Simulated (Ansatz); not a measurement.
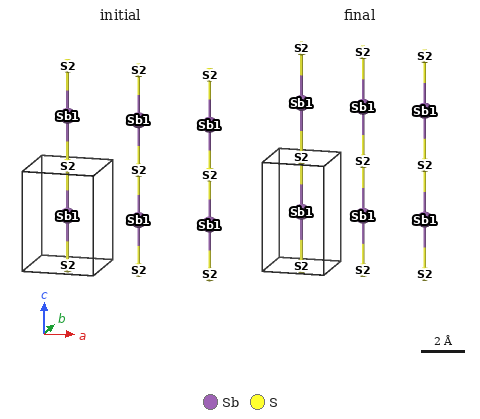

The structure of a crystal of SbS (a generated structure, set up in P4/mmm) (coarse preliminary run) before (left) and after (right) a relaxation, at one scale.

Style: ball-and-stick. Shown: the cell of the calculation, repeated 3 × 1 × 2 with one cell outlined, slightly off an axis.

The calculation used DFT PBE, scalar-relativistic, plane waves, PAW (Ansatz 0.2.0). Set-up: plane-wave cutoff 420 eV; k-point mesh 6 × 6 × 4; occupations gaussian; smearing width 0.1 eV; no spin polarisation; cell and atoms relaxed; force threshold 0.04 eV/Å; at most 70 steps.

Q: What changed between the two?

A: No atom moves by more than 0.005 Å relative to the cell. Cell: a = b 3.500 → 3.035 Å (−13.3 %), c 4.870 → 5.315 Å (+9.1 %). Volume −18.0 %. Among the contacts that change: Sb1–S2 2.435 → 2.657 Å. The space group stays P4/mmm (No. 123). Over 5 accepted moves (7 points after the start) the energy falls by 147 meV per atom. All forces vanish by symmetry, so only the cell relaxes. Pressure: −0.10 GPa at the start and 0.06 GPa at the end. The line search rejected the trial step at point 4 of the run. The SCF was repeated once at an unchanged geometry on a basis and grid sized afresh for the cell, which shifted the energy by 0.4 meV per atom at most.
